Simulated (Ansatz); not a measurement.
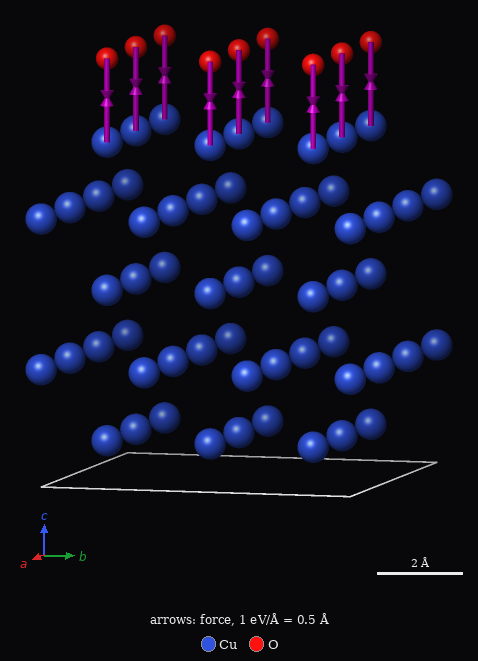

Starting geometry of a slab of composition Cu₅O (cut from the Fm-3m phase) with the computed forces as purple arrows. A ball-and-stick model of the 3 × 3 repeat of the cell, outlined in the plane, without the vacuum, seen slightly off an axis.

Case: O put at a top Cu site. The slab is the (1 0 0) face of Cu with O on it. 2 atoms are held fixed.

Level of theory: Ansatz, DFT PBEsol, scalar-relativistic, plane waves, PAW. (plane-wave cutoff 420 eV; k-point mesh 11 × 11 × 1; occupations gaussian; smearing width 0.1 eV; no spin polarisation; dipole correction; atoms relaxed in a fixed cell; force threshold 0.03 eV/Å; at most 70 steps)

Q: What follows when this structure is relaxed?

A: It isn't relaxed: the largest force vector, on a Cu atom, is 2.28 eV/Å. The atoms end up moving mostly along the starting forces (cosine between the two patterns 0.93). The largest move is that of the O atom, 0.16 Å along the normal (−c). By element the largest moves are O 0.16 Å, Cu 0.08 Å. The cell doesn't change. Among the contacts that change: Cu–O 1.980 → 1.736 Å, Cu–Cu 2.479 → 2.530 Å, Cu–Cu 2.523 → 2.528 Å. Over 3 accepted moves (5 points after the start) the energy falls by 0.332 eV per cell of the calculation. Largest force component: 2.3 eV/Å at the start, 0.018 eV/Å at the end. The line search rejected the trial step at point 2 of the run. 1 step only repeated the SCF at the same geometry.

Limits of the set-up: the cell has an odd number of electrons but was run without spin polarisation; the periodic images lie only 2.5 Å apart, so the values are limited by the cell's size.
